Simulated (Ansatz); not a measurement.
# From C to Si

System: C (P6₃/mmc, 4 atoms in the cell).
Method of run A: DFT r2SCAN, scalar-relativistic, plane waves, PAW, no spin polarisation (Ansatz 0.2.0).
System of run B: Si (P6₃/mmc, 4 atoms in the cell).

On run A: The structure was made by swapping elements on the sites of another compound; it need not be a known phase. On run B: The structure derives from a Materials Project entry. It belongs to a series of runs on one base structure; here: band edges sought over the zone. Text and figures count atoms from 1; the logs count them from 0 in places.

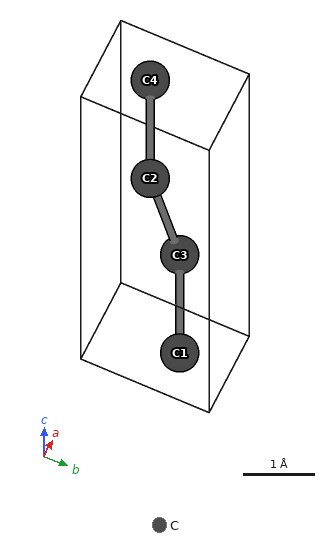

The structure (ball-and-stick view of the cell of the calculation, seen at an oblique angle; atoms are numbered from 1 in the order of the input). An atom can appear more than once, as a periodic image. Near neighbours in the periodic cell (some may lie outside the picture): C has 4 C at 1.54 to 1.56 Å.

## Input file, run A
```yaml
crystal:
  lattice:
    - [2.5031203205, 0.0, 0.0]
    - [-1.2515601603, 2.1677657863, 0.0]
    - [0.0, 0.0, 4.1687478667]
  atoms:
    - { symbol: C, position: [0.3333333333, 0.6666666667, 0.0627370232] }
    - { symbol: C, position: [0.6666666667, 0.3333333333, 0.5627370232] }
    - { symbol: C, position: [0.3333333333, 0.6666666667, 0.4372629768] }
    - { symbol: C, position: [0.6666666667, 0.3333333333, 0.9372629768] }
basis:
  ecutwfc: 500
kpoints:
  mp_grid: { grid: [12, 12, 6] }
  band_path: { path: [VBM, CBM], npoints: 2 }
hamiltonian:
  xc: r2scan
scf:
  occupations: { method: gaussian, width: 0.02 }
output:
  forces: true
  stress: true
  eigenvalues: true
checkpoint:
  read: start.run
  write: ck
  compress: false
  write_wavefunctions: false
  write_every: 100000
```

Command:
```bash
ansatz run input.yaml --threads 1 --pin off --max-ram 2560MiB --backend cpu --events-out ev --progress --plain --runs-dir out
```

Hardware: 1 thread of Intel Xeon (Sapphire Rapids), 32 GiB of memory available, shared host.

## Output, shortened to warnings, some set-up lines, iterations and results (run A)
```
Basis set: ecut = 500 eV, 573 PW (Γ), exchange–correlation on 80×80×128 points (64 copies of the dense FFT grid, shifted against one another)
Symmetry: 24 space group operations
k-points: 76 of 864
Initial density: read from a saved state, or passed on in memory by an earlier SCF of this step, an earlier step, the calling program or the single point that the run made first
[...]
SCF iter   1: F=—  HF=-1006.112737 eV  |F-HF|=—  |Δ(HF+E_count)|=         —  Δρ=6.37e-7  dr2=4.12e-11  dr2_τ=5.05e-12  ethr=1.81e-8  ⟨swp⟩=3.9  Hψ=8367  notcnv=0
SCF iter   2: F=-1006.112737 eV  HF=-1006.112737 eV  |F-HF|=7.50e-12  |Δ(HF+E_count)|=   5.19e-9  Δρ=3.88e-7  dr2=1.04e-11  dr2_τ=2.91e-12  ethr=1.00e-12  ⟨swp⟩=5.4  Hψ=3682  …
SCF 1 converged in 2 iterations: F = -1006.112737 eV  dr2 = 1.04e-11
NSCF: frozen V_eff on 28 k-points
NSCF: frozen V_eff on 28 k-points
NSCF: frozen V_eff on 28 k-points
NSCF: frozen V_eff on 10 k-points
NSCF: frozen V_eff on 6 k-points
NSCF: frozen V_eff on 6 k-points
NSCF: frozen V_eff on 6 k-points
NSCF: frozen V_eff on 6 k-points
NSCF: frozen V_eff on 6 k-points
NSCF: frozen V_eff on 3 k-points
SCF converged after 2 iterations
Free energy (F): -1006.112737 eV
Harris-Foulkes:  -1006.112737 eV  (|F-HF|=7.50e-12)
Internal energy: -1006.112737 eV  (E = F + TS)
E sigma→0 (E₀):  -1006.112737 eV
Fermi energy:    15.442405 eV
--- Per-component energies (eV) ---
  E_band       = 61.132962
  E_kinetic    = 368.795285
  E_local      = -243.712664  (includes V_loc(G=0)·N_el)
  E_nonlocal   = 105.194555
  E_hartree    = 54.154979
  E_xc         = -191.871600
  E_vxc        = -265.146939  (∫ρ·V_xc dr)
  E_paw        = -402.898518  (= ΣΔE_a)
  E_vpaw       = -26.298816  (= ΣTr[D̂ρ^β])
  E_aug_tail   = 0.000017  (compensation charges beyond the density's cutoff)
  E_vtau       = 13.991585  (kinetic-family band-sum trace: ∫τ·v_τ [+ j·A + Jᵃ·Aᵃ] dr)
  E_ewald      = -695.675695
  E_core_change = -0.099095  (= ΣΔE_core)
  E_smearing   = -0.000000  (= −TS)
  E_closure    = -0.000000  (closes the sum)
  Σ components = -1006.112737   (vs F -1006.112737, Δ=0.00e0)
--- Forces (eV/Å), atoms counted from 1 ---
  atom   1  C     -0.00000000    -0.00000000    -0.00079449
  atom   2  C      0.00000000     0.00000000    -0.00079449
  atom   3  C      0.00000000    -0.00000000     0.00079449
  atom   4  C      0.00000000     0.00000000     0.00079449
  max |Σ_I F_I| component: 4.16e-17 eV/Å
--- Stress (GPa, compression-positive) ---
        0.049503      -0.000000       0.000000
       -0.000000       0.049503       0.000000
        0.000000       0.000000       0.037205
  P = ⅓ Tr σ = 0.0454 GPa (0.454 kbar)
```

For run B the input was changed thus:
```diff
-    - [2.5031203205, 0.0, 0.0]
-    - [-1.2515601603, 2.1677657863, 0.0]
-    - [0.0, 0.0, 4.1687478667]
+    - [3.8319083607, 0.0, 0.0]
+    - [-1.9159541804, 3.3185299853, 0.0]
+    - [0.0, 0.0, 6.3418199155]
-    - { symbol: C, position: [0.3333333333, 0.6666666667, 0.0627370232] }
-    - { symbol: C, position: [0.6666666667, 0.3333333333, 0.5627370232] }
-    - { symbol: C, position: [0.3333333333, 0.6666666667, 0.4372629768] }
-    - { symbol: C, position: [0.6666666667, 0.3333333333, 0.9372629768] }
+    - { symbol: Si, position: [0.3333333333, 0.6666666667, 0.0630908784] }
+    - { symbol: Si, position: [0.6666666667, 0.3333333333, 0.5630908784] }
+    - { symbol: Si, position: [0.3333333333, 0.6666666667, 0.4369091216] }
+    - { symbol: Si, position: [0.6666666667, 0.3333333333, 0.9369091216] }
```

Predict how the results change.

The total energies belong to different systems, so their difference says nothing on which is more stable or more accurate. The gap on the mesh goes from 3.59 to 0.61 eV. The volume per atom goes from 5.66 to 20.16 Å³. The plane waves at Γ go from 573 to 2033. On the same kind of shared host run B took about 3.3 times as long.

## Output, shortened to warnings, some set-up lines, iterations and results (run B)
```
Basis set: ecut = 500 eV, 2033 PW (Γ), exchange–correlation on 120×120×192 points (64 copies of the dense FFT grid, shifted against one another)
Symmetry: 24 space group operations
k-points: 76 of 864
Initial density: read from a saved state, or passed on in memory by an earlier SCF of this step, an earlier step, the calling program or the single point that the run made first
[...]
SCF iter   1: F=—  HF=-2556.214773 eV  |F-HF|=—  |Δ(HF+E_count)|=         —  Δρ=2.66e-7  dr2=3.62e-11  dr2_τ=2.14e-12  ethr=4.10e-8  ⟨swp⟩=3.1  Hψ=9712  notcnv=0
SCF iter   2: F=-2556.214773 eV  HF=-2556.214773 eV  |F-HF|=2.23e-11  |Δ(HF+E_count)|=   1.01e-8  Δρ=1.35e-7  dr2=9.05e-12  dr2_τ=7.11e-13  ethr=1.00e-12  ⟨swp⟩=5.5  Hψ=4154  …
SCF 1 converged in 2 iterations: F = -2556.214773 eV  dr2 = 9.05e-12
NSCF: frozen V_eff on 28 k-points
NSCF: frozen V_eff on 28 k-points
NSCF: frozen V_eff on 28 k-points
NSCF: frozen V_eff on 28 k-points
NSCF: frozen V_eff on 9 k-points
NSCF: frozen V_eff on 8 k-points
NSCF: frozen V_eff on 8 k-points
NSCF: frozen V_eff on 8 k-points
NSCF: frozen V_eff on 5 k-points
NSCF: frozen V_eff on 3 k-points
SCF converged after 2 iterations
Free energy (F): -2556.214773 eV
Harris-Foulkes:  -2556.214773 eV  (|F-HF|=2.23e-11)
Internal energy: -2556.214773 eV  (E = F + TS)
E sigma→0 (E₀):  -2556.214773 eV
Fermi energy:    6.656230 eV
--- Per-component energies (eV) ---
  E_band       = 12.914433
  E_kinetic    = 161.658067
  E_local      = -108.624472  (includes V_loc(G=0)·N_el)
  E_nonlocal   = 99.959093
  E_hartree    = 30.543518
  E_xc         = -206.020372
  E_vxc        = -198.977454  (∫ρ·V_xc dr)
  E_paw        = -2078.028619  (= ΣΔE_a)
  E_vpaw       = -9.974727  (= ΣTr[D̂ρ^β])
  E_aug_tail   = 0.000017  (compensation charges beyond the density's cutoff)
  E_vtau       = 7.786894  (kinetic-family band-sum trace: ∫τ·v_τ [+ j·A + Jᵃ·Aᵃ] dr)
  E_ewald      = -455.396273
  E_core_change = -0.305732  (= ΣΔE_core)
  E_smearing   = -0.000000  (= −TS)
  E_closure    = 0.000000  (closes the sum)
  Σ components = -2556.214773   (vs F -2556.214773, Δ=0.00e0)
--- Forces (eV/Å), atoms counted from 1 ---
  atom   1  Si     0.00000000     0.00000000    -0.00280034
  atom   2  Si    -0.00000000    -0.00000000    -0.00280034
  atom   3  Si     0.00000000     0.00000000     0.00280034
  atom   4  Si     0.00000000    -0.00000000     0.00280034
  max |Σ_I F_I| component: 4.63e-17 eV/Å
--- Stress (GPa, compression-positive) ---
        0.005187       0.000000       0.000000
        0.000000       0.005187       0.000000
        0.000000       0.000000       0.015613
  P = ⅓ Tr σ = 0.0087 GPa (0.087 kbar)
```

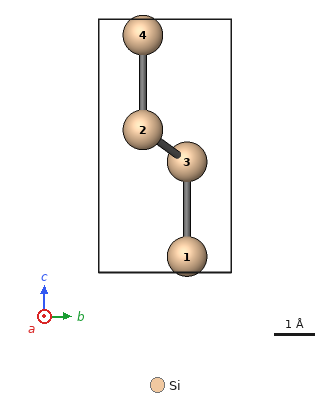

The input structure of run B (ball-and-stick view of the cell of the calculation, along the a axis; atoms are numbered from 1 in the order of the input). An atom can appear more than once, as a periodic image.

## The two runs side by side

```tsv
quantity	run A	run B
outcome	converged	converged
free energy per atom (eV)	−251.5282	−639.0537
gap on the mesh (eV)	3.59	0.61
pressure (GPa)	0.05	0.01
volume per atom (Å³)	5.66	20.16
largest force (eV/Å)	0.001	0.003
irreducible k-points	76	76
plane waves at Γ	573	2033
wall time (shared host)	2.8 s	9.2 s
```
